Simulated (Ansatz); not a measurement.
Input

```
crystal:
  lattice:
    - [3.777, 0.0, 0.0]
    - [-1.8885, 3.2709779501, 0.0]
    - [0.0, 0.0, 6.498]
  atoms:
    - { symbol: Ti, position: [0.0, 0.0, 0.0] }
    - { symbol: Te, position: [0.6666666667, 0.3333333333, 0.2628] }
    - { symbol: Te, position: [0.3333333333, 0.6666666667, 0.7372] }
basis:
  ecutwfc: 500
  fft_grid_basis: typed
kpoints:
  mp_grid: { grid: [9, 9, 6] }
hamiltonian:
  xc: r2scan
  pseudopotentials: { kind: paw }
scf:
  occupations: { method: gaussian, width: 0.05 }
  n_extra_bands: 6
output:
  forces: true
  stress: false
  eigenvalues: true
  bader: false
  write_density: false
  volumetric_format: npy
  band_densities:
    - { e_range: [-0.25, 0.25] }
    - { e_range: [-1.2, 0.0] }
    - { e_range: [0.0, 1.2] }
    - { e_range: [-5.52, -3.67] }
    - { e_range: [-3.67, -1.83] }
    - { e_range: [-13.02, -10.74] }
  dos:
    e_range: [-30, 8]
    de: 0.02
    method: { smearing: { sigma: 0.03, scheme: gaussian } }
    projected: { site_lists: { Te: [Te], Ti: [Ti] } }
checkpoint:
  read: start.run
  write: ck
  compress: false
  write_wavefunctions: false
  write_every: 100000
```

Launched as:

```sh
ansatz run input.yaml --threads 1 --pin off --max-ram 2560MiB --backend cpu --events-out ev --progress --plain --runs-dir out
```

The picture shows the conventional cell (a = 3.78 Å, b = 3.78 Å, c = 6.50 Å, α = 90.00°, β = 90.00°, γ = 120.00°).

Space group P-3m1. Spin-orbit coupling, left out here, splits and shifts the levels of such heavy elements, by tenths of an eV up to several eV.

Theory: DFT r2SCAN, scalar-relativistic, plane waves, PAW (Ansatz 0.2.0).

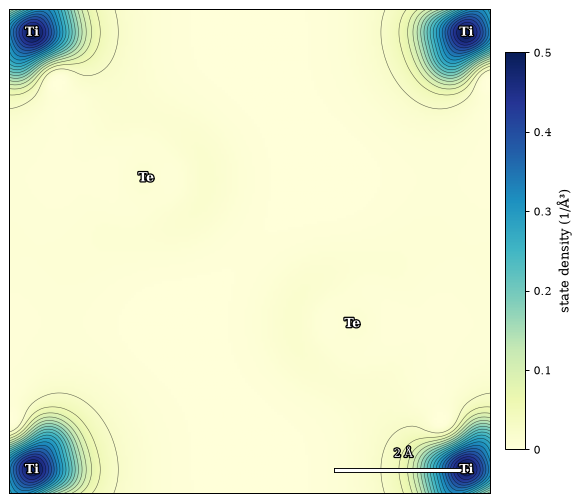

TiTe2. Density of the Kohn–Sham states from −0.25 to +0.25 eV about the Fermi level (the states at the Fermi level), scaled to one electron a cell: a map on the (110) plane of the conventional cell.

Core electrons are frozen (PAW), so the fields are smoothed inside the atomic spheres.

### Which atoms and orbitals make up these states?

Projected on a minimal set of atomic orbitals (Löwdin), they are Ti 3d (75 %) and Te 5p (25 %). In space (atomic cells sized by Bader volumes) the density divides as Ti about 55 % and Te about 45 %. The two measures disagree here: the projection uses a minimal set of atomic orbitals, while the spatial cells share out diffuse density by volume. Little of the density lies between the atoms' surroundings.

The run took 28 s on 1 thread of Arm Neoverse N1, on a shared host, peak memory 0.61 GiB.
